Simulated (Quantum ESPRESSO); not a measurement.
# Dipole at the next field: silicene, 1 layer

Method. Quantum ESPRESSO 7.5, PBE, GBRV ultrasoft; sawtooth field along the normal with dipole correction, ions clamped, threshold 1e-9 Ry; cell area 12.970 Å².

| field (V/Å) | dipole (e Å a cell) |
| --- | --- |
| 0 | −0.00002 |
| 0.1 | 0.02359 |
| 0.2 | 0.04714 |

**Question.** What is the dipole at 0.4 V/Å, and what electrostatic thickness 4πα/A follows from the rows?

By hand: The slope is (0.04714 − (−0.00002))/0.2 = 0.2358 e Å²/V, so 4πα/A = 180.95 × 0.2358/12.970 = 3.29 Å. Linear response gives p = −0.00002 + 0.2358 × (0.4) = 0.09430 e Å; a parabola through the three rows gives 0.09406.

**The withheld run.** p = 0.09433 e Å. The line misses by 0.0 % of the induced dipole and the parabola by 0.3 %. The response is linear over this range.

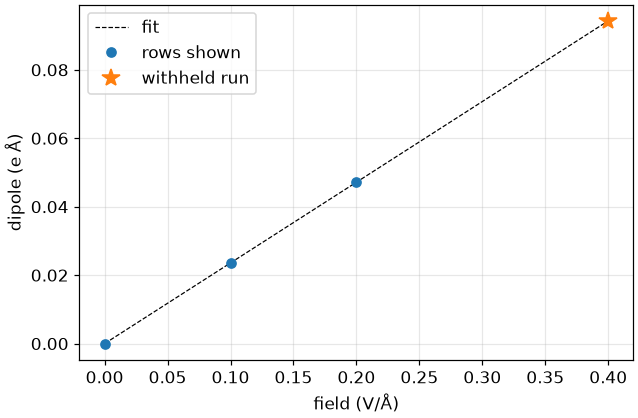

The rows shown, the fit and the withheld run.

**Limits.** Electrons alone respond; local and semilocal functionals tend to overscreen.
